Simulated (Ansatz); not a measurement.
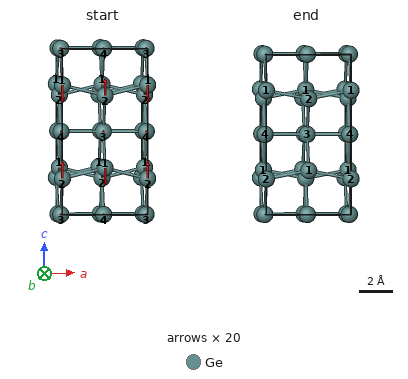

The structure of a crystal of Ge (set up in Fmmm) before (left) and after (right) a relaxation, at one scale. The red arrows give the displacements (the part carried along by the change of the cell is left out), 20 times their true length.

The picture is a ball-and-stick view of the conventional cell (4 times the calculation's cell), seen from a free direction. Lengths and directions refer to the drawn axes.

The calculation used DFT PBEsol, scalar-relativistic, plane waves, PAW in Ansatz. Set-up: plane-wave cutoff 420 eV; k-point mesh 12 × 12 × 12; occupations gaussian; smearing width 0.1 eV; no spin polarisation; cell and atoms relaxed; force threshold 0.005 eV/Å; at most 80 steps.

**Summarise the run.**

The energy falls by 51.7 meV per cell of the calculation in 5 accepted moves (6 points after the start). The largest force component goes from 0.0047 to 0.00062 eV/Å. The pressure goes from −3.54 to 0.01 GPa. The SCF was repeated once at an unchanged geometry on a basis and grid sized afresh for the cell, which shifted the energy by 0.8 meV per cell of the calculation at most. The largest moves relative to the cell, 0.055 Å, are those of Ge1 and Ge2. Ge1 goes along −c. The volume changes by −5.3 %, with a 5.261 → 5.224 Å (−0.7 %), b 5.771 → 5.702 Å (−1.2 %), c 10.231 → 9.873 Å (−3.5 %). Some distances before and after: Ge1–Ge2 2.958 → 2.898 Å, Ge1–Ge2 (another image) 2.710 → 2.663 Å, Ge1–Ge3 2.734 → 2.701 Å, Ge3–Ge4 2.614 → 2.592 Å. Bond angles that change, for instance: Ge2–Ge1–Ge2 152.2° → 157.5°, Ge2–Ge1–Ge2 154.5° → 159.3°, Ge2–Ge1–Ge3 138.0° → 135.5°. The space group stays Fmmm (No. 69).
